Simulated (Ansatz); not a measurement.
**Co: density, localisation and related maps**

```
CELL_PARAMETERS angstrom
6.46680 0.00000 0.00000
0.00000 6.46680 0.00000
0.00000 0.00000 6.46680
ATOMIC_POSITIONS crystal
Co 0.75000 0.25000 0.25000
Co 0.25000 0.75000 0.25000
Co 0.25000 0.25000 0.75000
Co 0.75000 0.75000 0.75000
Co 0.50000 0.00000 0.00000
Co 0.00000 0.50000 0.00000
Co 0.00000 0.00000 0.50000
Co 0.50000 0.50000 0.50000
Co 0.37500 0.37500 0.12500
Co 0.87500 0.87500 0.12500
Co 0.87500 0.37500 0.62500
Co 0.37500 0.87500 0.62500
Co 0.37500 0.12500 0.37500
Co 0.87500 0.62500 0.37500
Co 0.87500 0.12500 0.87500
Co 0.37500 0.62500 0.87500
Co 0.12500 0.37500 0.37500
Co 0.62500 0.87500 0.37500
Co 0.62500 0.37500 0.87500
Co 0.12500 0.87500 0.87500
Co 0.12500 0.12500 0.12500
Co 0.62500 0.62500 0.12500
Co 0.62500 0.12500 0.62500
Co 0.12500 0.62500 0.62500
```

Space group Fd-3m; a structure from a database of computed crystals, not necessarily the ambient phase; spin-polarised.

Level of theory: DFT r2SCAN, scalar-relativistic, plane waves, PAW in Ansatz.

In a PAW calculation such maps are meaningful between the atoms, not at the nuclei.

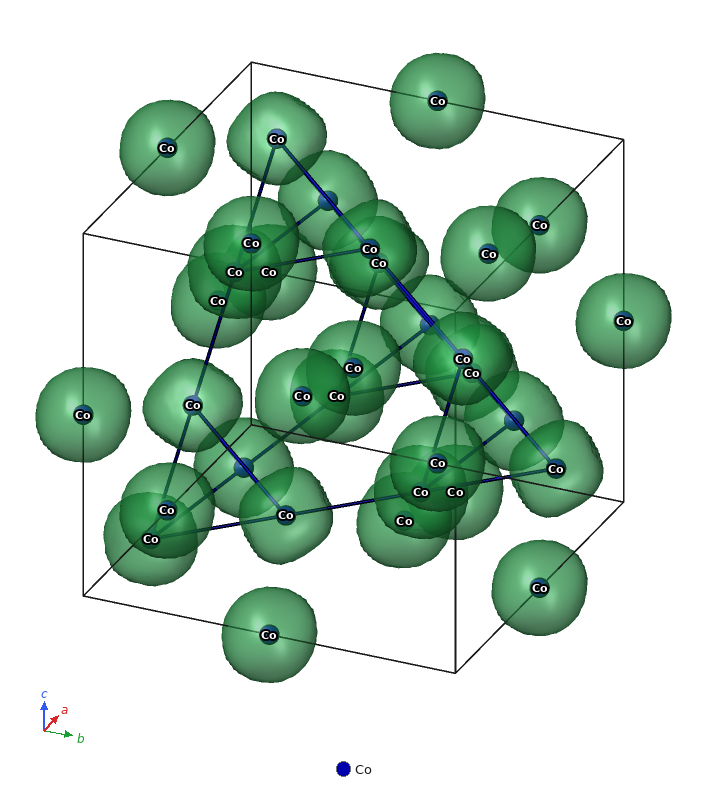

Figure 1. Isosurface of the magnetisation density (up minus down) at +0.2 e/Å³ (green), seen at an oblique angle. Sticks mark near contacts.

Question: Describe the spin distribution.

Answer: The spin density sits on Co: +2.0 μB (×24) in one cell of 24 atoms: parallel main moments (a ferromagnetic arrangement) in this solution. The cell of the calculation (6 atoms) carries 11.2 μB of net spin moment.

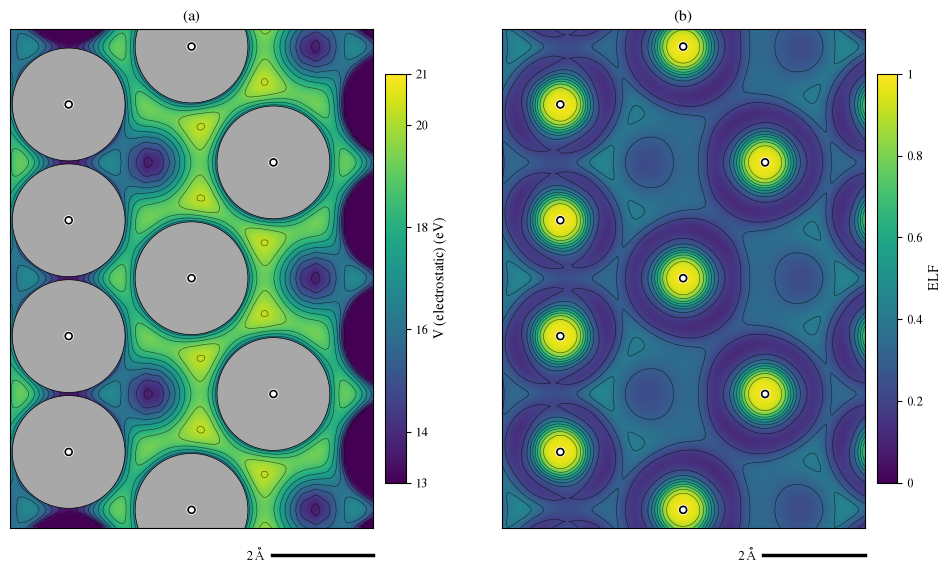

Figure 2. (a) electrostatic potential energy of an electron; (b) ELF on the (101) plane of the conventional cell. Circles mark the nuclei in the plane (Co). Grey discs cover the atomic cores in the potential map.

Question: Describe what can be read from this map.

Answer:
- The plane passes through Co nuclei.
- Co–Co (2.29 Å): the ELF is about 0.25 at the midpoint: no localised pair shows between them.
- The features right at Co lie inside the PAW spheres, where the map follows smoothed inner orbitals and isn't to be read closely.
- Outside the cores the potential energy rises away from the atoms and is highest about 1.6 Å from the nearest atoms; its zero is arbitrary.

Question: Metal or insulator at this level of theory?

Answer: It is metallic or semimetallic at this level of theory: no gap opens.
